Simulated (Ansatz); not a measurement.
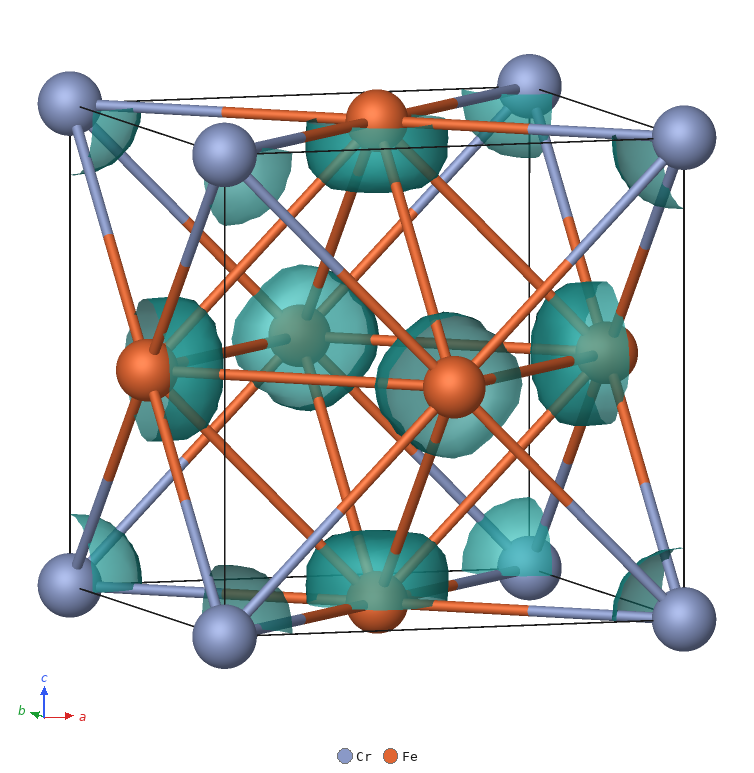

Figure. CrFe₃. Density of the Kohn–Sham states from −0.25 to +0.25 eV about the Fermi level (the states at the Fermi level), scaled to one electron a cell: teal surface at 0.08 1/Å³, in the conventional cell seen slightly off an axis.

Space group Pm-3m; the calculation finds a residual pressure of about 9 GPa at this fixed cell; spin-polarised. Net moment 3.8 μB in the 4-atom cell of the calculation; other magnetic orders weren't tried. r2SCAN tends to overestimate the moments of metals. The cell comes from a database of computed structures, not from a measurement.

Theory: DFT r2SCAN, scalar-relativistic, plane waves, PAW in Ansatz 0.2.0.

In a PAW calculation such maps are meaningful between the atoms, not at the nuclei.

Input

```
crystal:
  lattice:
    - [3.56403, 0.0, 0.0]
    - [0.0, 3.56403, 0.0]
    - [0.0, 0.0, 3.56403]
  atoms:
    - { symbol: Cr, position: [0.0, 0.0, 0.0], spin: -2.83 }
    - { symbol: Fe, position: [0.0, 0.5, 0.5], spin: 2.37 }
    - { symbol: Fe, position: [0.5, 0.5, 0.0], spin: 2.37 }
    - { symbol: Fe, position: [0.5, 0.0, 0.5], spin: 2.37 }
magnetization:
  spin_polarized: true
basis:
  ecutwfc: 500
  fft_grid_basis: typed
kpoints:
  mp_grid: { grid: [10, 10, 10] }
hamiltonian:
  xc: r2scan
  pseudopotentials: { kind: paw }
scf:
  occupations: { method: gaussian, width: 0.05 }
  n_extra_bands: 10
output:
  forces: true
  stress: false
  eigenvalues: true
  bader: false
  write_density: false
  volumetric_format: npy
  populations: true
  band_densities:
    - { e_range: [-0.25, 0.25] }
    - { e_range: [-1.2, 0.0] }
    - { e_range: [0.0, 1.2] }
    - { e_range: [-9.6, -6.38] }
    - { e_range: [-6.38, -3.19] }
  dos:
    e_range: [-30, 8]
    de: 0.02
    method: { smearing: { sigma: 0.03, scheme: gaussian } }
    projected: { site_lists: { Cr: [Cr], Fe: [Fe] } }
checkpoint:
  read: start.run
  write: ck
  compress: false
  write_wavefunctions: false
  write_every: 100000
```

Run with:

```sh
ansatz run input.yaml --threads 2 --pin off --max-ram 4096MiB --backend cpu --events-out ev --progress --plain --runs-dir out
```

The picture shows the conventional cell (a = 3.56 Å, b = 3.56 Å, c = 3.56 Å, α = 90.00°, β = 90.00°, γ = 90.00°).

Question: Which atoms and orbitals make up these states?

Answer: Projected on a minimal set of atomic orbitals (Löwdin), they are Fe 3d (80 %) and Cr 3d (20 %).
- In space (atomic cells sized by Bader volumes) the density divides as Fe about 80 % and Cr about 20 %.
- Its net spin polarisation is −93 % (up less down).

Run time: 16 s on 2 threads of Intel(R) Xeon(R) Processor @ 2.70GHz, on a shared host, peak memory 0.62 GiB.
